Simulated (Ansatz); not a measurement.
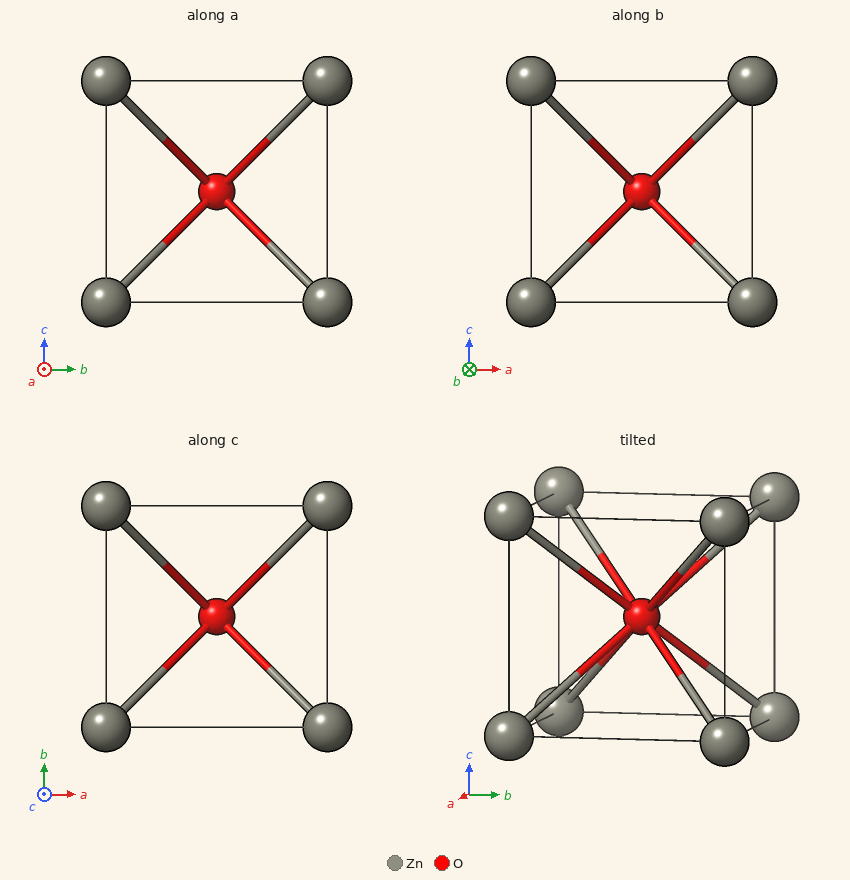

Ball-and-stick representation of a periodic structure, projected along the a axis, along the b axis, along the c axis and slightly off an axis. The lines enclose the conventional unit cell; boundary atoms appear with their images.

Lattice parameters: a = 2.6664 Å, b = 2.6664 Å, c = 2.6664 Å, α = 90.000°, β = 90.000°, γ = 90.000°.

**From the views, write a CIF with its space group and independent sites.**

```cif
data_structure
_symmetry_space_group_name_H-M 'P m -3 m'
_symmetry_Int_Tables_number 221
_cell_length_a 2.6664
_cell_length_b 2.6664
_cell_length_c 2.6664
_cell_angle_alpha 90.000
_cell_angle_beta 90.000
_cell_angle_gamma 90.000
_cell_volume 18.96
loop_
_atom_site_label
_atom_site_type_symbol
_atom_site_symmetry_multiplicity
_atom_site_Wyckoff_symbol
_atom_site_fract_x
_atom_site_fract_y
_atom_site_fract_z
_atom_site_occupancy
Zn1 Zn 1 a 0.0000 0.0000 0.0000 1
O1 O 1 b 0.5000 0.5000 0.5000 1
```

It goes back to a structure type filled with these elements by a generator (whether the compound takes this form wasn't checked). Earlier steps of the study may have refined or changed the cell and positions. It was run through Ansatz as a DFT input.
